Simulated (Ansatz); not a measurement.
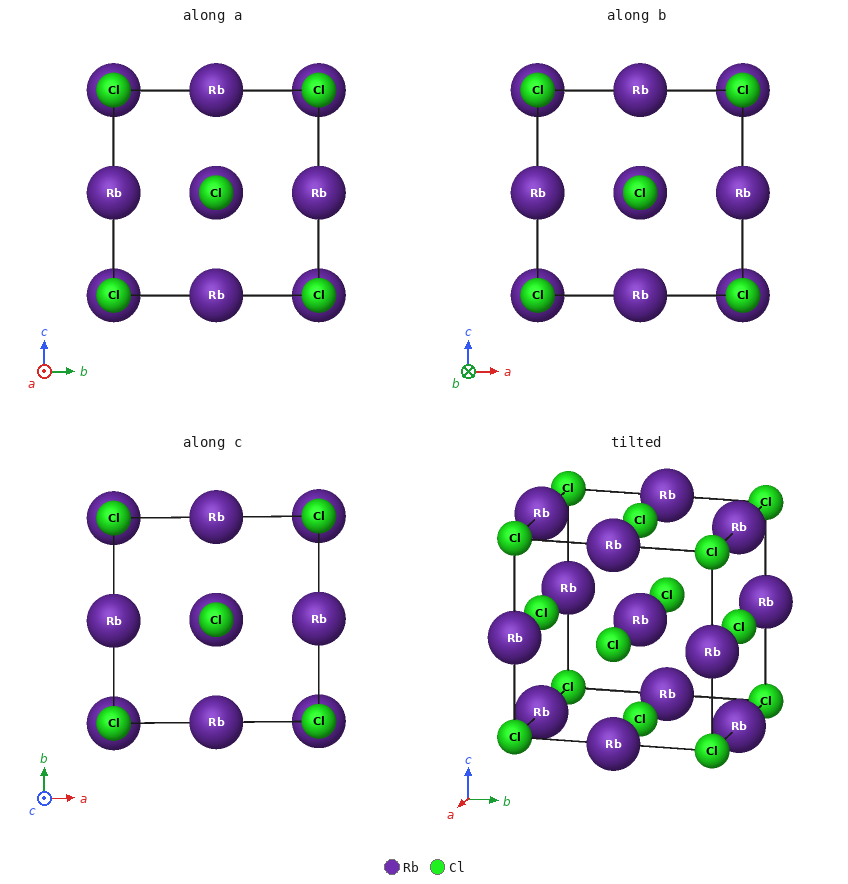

Crystal structure, spheres-only style, seen along the a axis, along the b axis, along the c axis and slightly off an axis. The edges of the drawn cell (a repeat of the simulation cell) are marked.

Lattice parameters: a = 6.5432 Å, b = 6.5432 Å, c = 6.5431 Å, α = 90.000°, β = 90.000°, γ = 89.427°.

Question: Convert the drawing into a CIF in P1 with every atom of the cell.

Answer:
```cif
data_structure
_symmetry_space_group_name_H-M 'P 1'
_symmetry_Int_Tables_number 1
_cell_length_a 6.5432
_cell_length_b 6.5432
_cell_length_c 6.5431
_cell_angle_alpha 90.000
_cell_angle_beta 90.000
_cell_angle_gamma 89.427
_cell_volume 280.12
loop_
_atom_site_label
_atom_site_type_symbol
_atom_site_fract_x
_atom_site_fract_y
_atom_site_fract_z
_atom_site_occupancy
Rb1 Rb 0.5000 0.0000 0.0000 1
Rb2 Rb 0.0000 0.5000 0.0000 1
Rb3 Rb 0.0000 0.0000 0.5000 1
Rb4 Rb 0.5000 0.5000 0.5000 1
Cl1 Cl 0.0000 0.0000 0.0000 1
Cl2 Cl 0.5000 0.5000 0.0000 1
Cl3 Cl 0.5000 0.0000 0.5000 1
Cl4 Cl 0.0000 0.5000 0.5000 1
```

It goes back to a structure type known for this compound. The cell was then strained or its atoms displaced on purpose. It was run through Ansatz as a DFT input.
